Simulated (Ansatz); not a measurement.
System: InSb (slab).

Input file:

```
crystal:
  lattice:
    - [9.2586444637, 0.0, 0.0]
    - [-4.6293222319, 8.0182213102, 0.0]
    - [0.0, 0.0, 22.7247822179]
  atoms:
    - { symbol: Sb, position: [0.5, 0.0, 0.3520385772] }
    - { symbol: Sb, position: [0.5, 0.5, 0.3520385772] }
    - { symbol: Sb, position: [0.0, 0.0, 0.3520385772] }
    - { symbol: Sb, position: [0.0, 0.5, 0.3520385772] }
    - { symbol: In, position: [0.1666666667, 0.8333333333, 0.3936212174] }
    - { symbol: In, position: [0.1666666667, 0.3333333333, 0.3936212174] }
    - { symbol: In, position: [0.6666666667, 0.8333333333, 0.3936212174] }
    - { symbol: In, position: [0.6666666667, 0.3333333333, 0.3936212174] }
    - { symbol: Sb, position: [0.6581479328, 0.8250557127, 0.5228267386] }
    - { symbol: Sb, position: [0.6666666667, 0.3333333333, 0.5259262497] }
    - { symbol: Sb, position: [0.1749442873, 0.8330922201, 0.5228267386] }
    - { symbol: Sb, position: [0.1669077799, 0.3418520672, 0.5228267386] }
    - { symbol: In, position: [0.3333333333, 0.6666666667, 0.5698246413] }
    - { symbol: In, position: [0.3283923075, 0.1684519868, 0.5569395307] }
    - { symbol: In, position: [0.8400596792, 0.6716076925, 0.5569395307] }
    - { symbol: In, position: [0.8315480132, 0.1599403208, 0.5569395307] }
basis:
  ecutwfc: 420
kpoints:
  mp_grid: { grid: [3, 3, 1] }
hamiltonian:
  xc: pbe
  dispersion: d3bj
scf:
  occupations: { method: gaussian, width: 0.1 }
output:
  forces: true
  eigenvalues: true
  write_density: true
  volumetric_format: npy
efield:
  axis: 3
  dipole_correction: true
  ramp_width: 0.04
```

Run with:

```sh
ansatz run input.yaml --threads 4 --pin off --max-ram 10240MiB --backend cpu --events-out ev --progress --plain --runs-dir out
```

Computed with DFT PBE+D3(BJ), scalar-relativistic, plane waves, PAW in Ansatz.

Q: What will maps of the valence pseudo-density show?

A: In–Sb (2.80 Å): the density is about 0.37 e/Å³ at the midpoint.
In–Sb (2.94 Å): ρ is about 0.27 e/Å³ halfway.

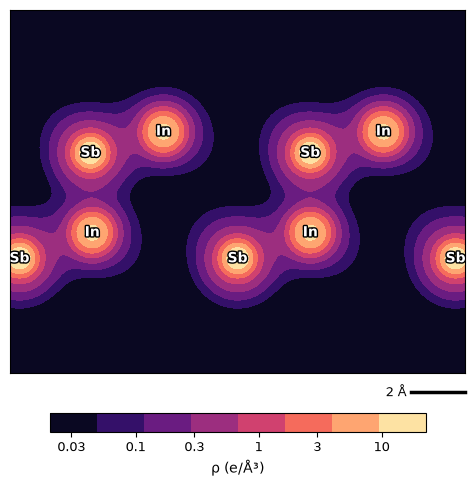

Computed valence pseudo-density on the (110) plane of the calculation cell, a cut from vacuum to vacuum. 

In a PAW calculation such maps are meaningful between the atoms, not at the nuclei.
